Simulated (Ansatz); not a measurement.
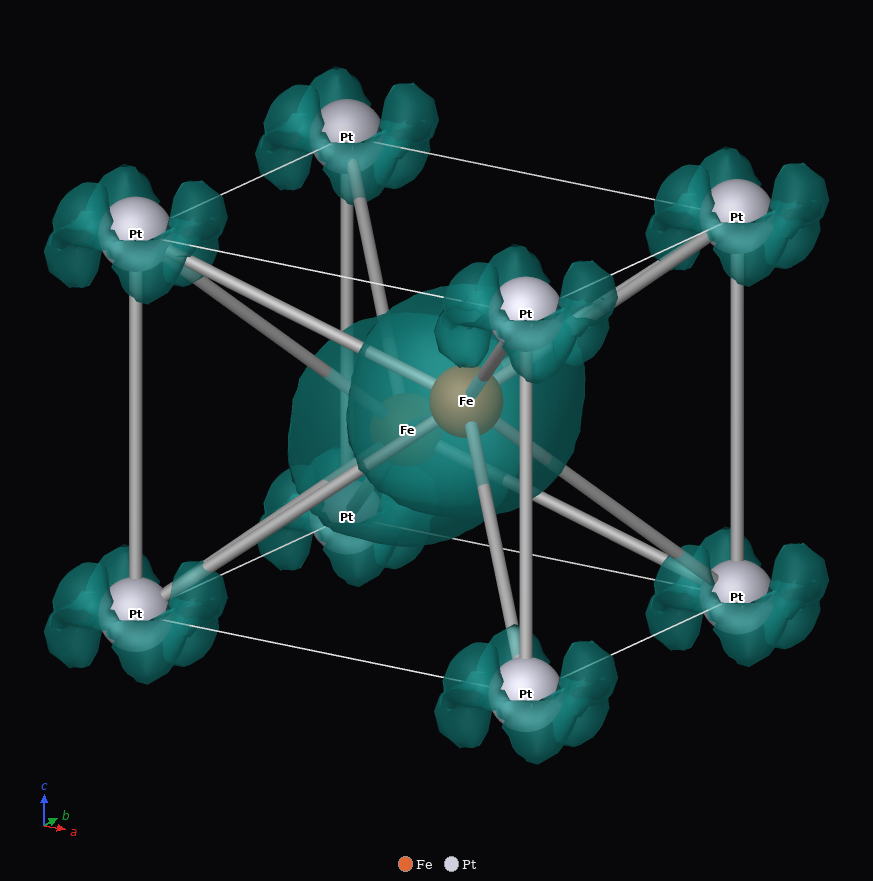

The picture shows: Fe2Pt. Isosurfaces of the spin density (up minus down) at +0.2 (teal) and −0.2 e/Å³ (pink), seen slightly off an axis. Sticks mark near contacts.

Space group P-3m1; a structure generated by program, which may or may not match a known phase; spin-polarised.

Method: DFT PBE, scalar-relativistic, plane waves, PAW in Ansatz 0.2.0.

In a PAW calculation such maps are meaningful between the atoms, not at the nuclei.

> Describe the spin distribution.

The spin density sits on Fe: +2.8 μB (×2) in one cell of 3 atoms, with smaller moments on other sites: Pt (up to +0.46 μB): parallel moments (a ferromagnetic arrangement) in this solution. The cell of the calculation (3 atoms) carries 5.9 μB of net spin moment. Only one sign reaches the isovalue.
